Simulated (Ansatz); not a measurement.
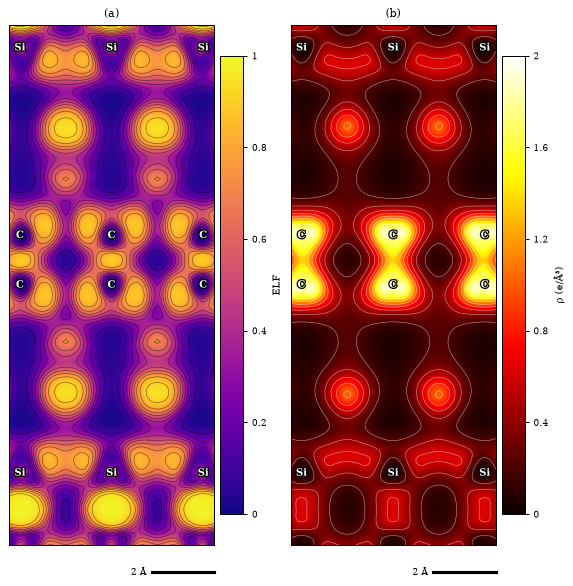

*SiC. (a) ELF; (b) valence charge density (pseudo) on the (100) plane of the conventional cell.*

Space group R-3m; started from the ordered alloy on diamond lattice prototype, which need not be the ambient phase; changed on purpose from its base cell (biaxial xy strain -4.9%); computed pressure about 24 GPa in this cell.

Level of theory: DFT, HSE06, plane waves, PAW in Ansatz.

In a PAW calculation such maps are meaningful between the atoms, not at the nuclei.

Input file:

```
crystal:
  lattice:
    - [1.4657416605, 0.8462463422, 5.3212273465]
    - [-1.4657416605, 0.8462463422, 5.3212273465]
    - [0.0, -1.6924926845, 5.3212273465]
  atoms:
    - { symbol: C, position: [0.4503465656, 0.4503465656, 0.4503465656] }
    - { symbol: Si, position: [0.9261347269, 0.9261347269, 0.9261347269] }
    - { symbol: Si, position: [0.0738652731, 0.0738652731, 0.0738652731] }
    - { symbol: C, position: [0.5496534344, 0.5496534344, 0.5496534344] }
kpoints:
  mp_grid: { grid: [6, 6, 6] }
  band_path:
    path:
      - [0.0, 0.0, 0.0]
      - [0.5, 0.5, 0.5]
      - [0.8146824084, 0.1853175916, 0.5]
      - [0.5, -0.1853175916, 0.1853175916]
      - [0.5, 0.0, 0.0]
      - [0.3426587958, -0.3426587958, 0.0]
      - [0.6573412042, 0.0, 0.3426587958]
      - [0.5, 0.0, 0.5]
    npoints: 1
hamiltonian:
  xc: hse06
scf:
  occupations: { method: fermi_dirac, width: 0.02 }
  n_extra_bands: 5
output:
  forces: true
  stress: true
  eigenvalues: true
  write_density: true
  write_potential: true
  elf: true
  volumetric_format: npy
```

Launched as:

```sh
ansatz run input.yaml --threads 4 --pin off --max-ram 3686MiB --backend cpu --events-out ev --progress --plain --runs-dir out
```

Below, planes, directions and counts refer to the conventional cell (a = 2.93 Å, b = 2.93 Å, c = 15.96 Å, α = 90.00°, β = 90.00°, γ = 120.00°).

What does the map show?

Answer. The section cuts through C and Si sites.
Atoms just off the plane (C, 0.8 Å away and Si, 0.8 Å away) can leave unmarked features too.
C–C (1.59 Å): the density is about 1.4 e/Å³ at the midpoint; the ELF peaks at about 0.90 between the atoms: a shared electron pair.
Between the atoms the lowest density in this plane is 0.06 e/Å³.
